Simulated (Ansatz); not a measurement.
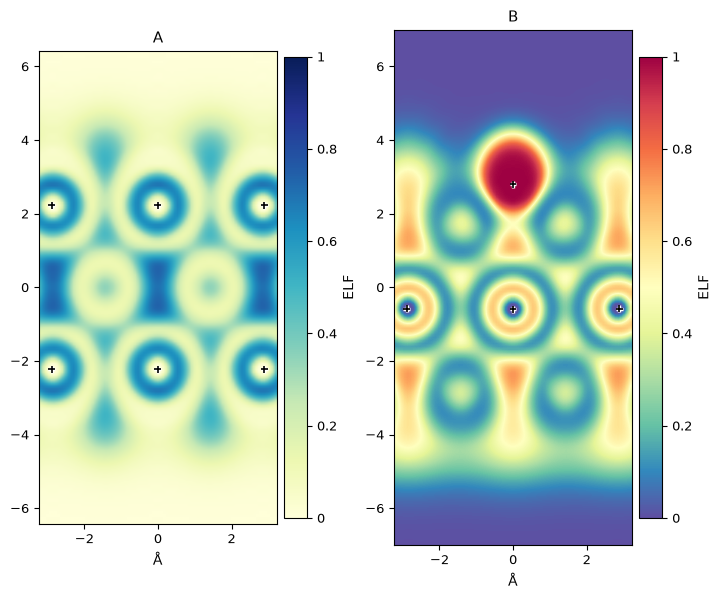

The electron localisation function of 2 systems, each on a plane through atoms (crosses mark nuclei in the plane).

Method: Ansatz 0.2.0, DFT PBE+D3(BJ), scalar-relativistic, plane waves, PAW.

System 1: Ti12H (slab), the (11̄0) plane of the calculation cell, a cut from vacuum to vacuum. Computed without spin polarisation.

```cif
data_structure
_symmetry_space_group_name_H-M 'P 1'
_symmetry_Int_Tables_number 1
_cell_length_a 5.7730
_cell_length_b 5.7730
_cell_length_c 23.5740
_cell_angle_alpha 90.000
_cell_angle_beta 90.000
_cell_angle_gamma 120.000
_cell_volume 680.40
loop_
_atom_site_label
_atom_site_type_symbol
_atom_site_fract_x
_atom_site_fract_y
_atom_site_fract_z
_atom_site_occupancy
Ti1 Ti 0.16667 0.33333 0.36057 1
Ti2 Ti 0.16667 0.83333 0.36057 1
Ti3 Ti 0.66667 0.33333 0.36057 1
Ti4 Ti 0.66667 0.83333 0.36057 1
Ti5 Ti 0.33078 0.16539 0.45468 1
Ti6 Ti 0.33333 0.66667 0.45391 1
Ti7 Ti 0.83461 0.16539 0.45468 1
Ti8 Ti 0.83461 0.66922 0.45468 1
Ti9 Ti 0.17112 0.34224 0.55071 1
Ti10 Ti 0.17112 0.82888 0.55071 1
Ti11 Ti 0.66667 0.33333 0.54851 1
Ti12 Ti 0.65776 0.82888 0.55071 1
H1 H 0.33333 0.66667 0.59777 1
```

System 2: Ti (slab), the (100) plane of the calculation cell, a cut from vacuum to vacuum. Computed without spin polarisation.

Q: Which map belongs to which system?

A: Panel A is system 2, Ti: the plane holds Ti. Ti–Ti (2.89 Å): the ELF is about 0.25 at the midpoint: no localised pair shows between them. Panel B is system 1, Ti12H: the plane holds Ti and H.
